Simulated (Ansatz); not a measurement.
Here is a crystal structure:

```
Sn O
1.0
     3.59273    0.00000    0.00000
     0.00000    3.59273    0.00000
     0.00000    0.00000    5.53182
Sn O
2 4
Direct
  0.50000 0.50000 0.50000
  0.00000 0.00000 0.00000
  0.00000 0.50000 0.67685
  0.50000 0.00000 0.82315
  0.50000 0.00000 0.32315
  0.00000 0.50000 0.17685
```

Question: Work out the structure from the coordinates.

Answer: The solid is SnO2. The symmetry is that of P4_2/nmc (No. 137), on a primitive tetragonal lattice. Content of the cell: 2 Sn, 4 O (Z = 2). The coordination, counted out to bonding distance, is Sn 8 and O 4.

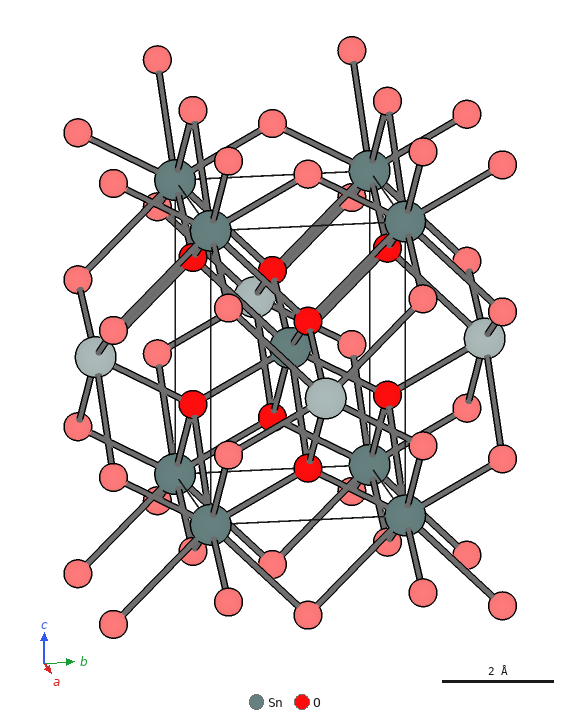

Crystal structure, ball-and-stick style, seen slightly off an axis. The frame is the conventional unit cell; atoms at its boundary are shown with their periodic copies. Bonded atoms from the next cells complete the picture, in fainter colours. Colours: tin teal, oxygen red.

The model was built from a structure listed in the Materials Project, with elements exchanged, so it need not be a known form of the compound. It is drawn as it came out of a relaxation with Ansatz, DFT PBE, scalar-relativistic, plane waves, PAW.
